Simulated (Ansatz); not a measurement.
System: KZnF₃, space group Pm-3m (No. 221).

Structure:
```yaml
crystal:
  lattice:
    - [4.05000, 0.00000, 0.00000]
    - [0.00000, 4.05000, 0.00000]
    - [0.00000, 0.00000, 4.05000]
  atoms:
    - { symbol: K, position: [0.00000, 0.00000, 0.00000] }
    - { symbol: Zn, position: [0.50000, 0.50000, 0.50000] }
    - { symbol: F, position: [0.50000, 0.50000, 0.00000] }
    - { symbol: F, position: [0.00000, 0.50000, 0.50000] }
    - { symbol: F, position: [0.50000, 0.00000, 0.50000] }
```

Calculation (Ansatz 0.2.0): deformation of a crystal at fixed volume, lengths along the axis scaled against those across it, fractional coordinates fixed, by plane-wave density functional theory with PAW datasets, free energies less that of the undisturbed cell; scalar-relativistic. Level: PBE, no spin polarisation.

```tsv
setting	value
wave cutoff	420 eV
k mesh	6×6×6
occupations	Gaussian
smearing width	0.05 eV
k shift	(0, 0, 0) (mesh steps)
start	as given
path	tetragonal
axis direction	(0, 0, 1) (Cartesian unit vector)
```

Describe the result: the energy change against relative axial ratio. The relative axial ratio takes the values 0.650, 0.707, 0.780, 0.850, 0.920, 0.960, 1.000, 1.050, 1.100, 1.200, 1.300, 1.414, 1.500.

The energy change is 875 meV/atom at relative axial ratio 0.650 and 404 meV/atom at 1.500; the lowest computed point is at relative axial ratio 1.000 (0 meV/atom), and no other minimum shows.

```json
{"axial ratio relative to the start": "0.650", "energy change (meV/atom)": "875"}
{"axial ratio relative to the start": "0.707", "energy change (meV/atom)": "485"}
{"axial ratio relative to the start": "0.780", "energy change (meV/atom)": "210"}
{"axial ratio relative to the start": "0.850", "energy change (meV/atom)": "79"}
{"axial ratio relative to the start": "0.920", "energy change (meV/atom)": "19"}
{"axial ratio relative to the start": "0.960", "energy change (meV/atom)": "4"}
{"axial ratio relative to the start": "1.000", "energy change (meV/atom)": "0"}
{"axial ratio relative to the start": "1.050", "energy change (meV/atom)": "6"}
{"axial ratio relative to the start": "1.100", "energy change (meV/atom)": "22"}
{"axial ratio relative to the start": "1.200", "energy change (meV/atom)": "77"}
{"axial ratio relative to the start": "1.300", "energy change (meV/atom)": "160"}
{"axial ratio relative to the start": "1.414", "energy change (meV/atom)": "287"}
{"axial ratio relative to the start": "1.500", "energy change (meV/atom)": "404"}
```

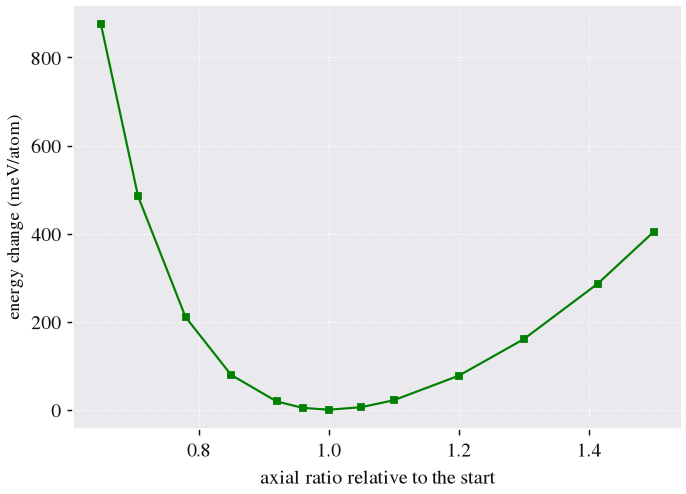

Limits of the calculation: reference crystal is not relaxed.
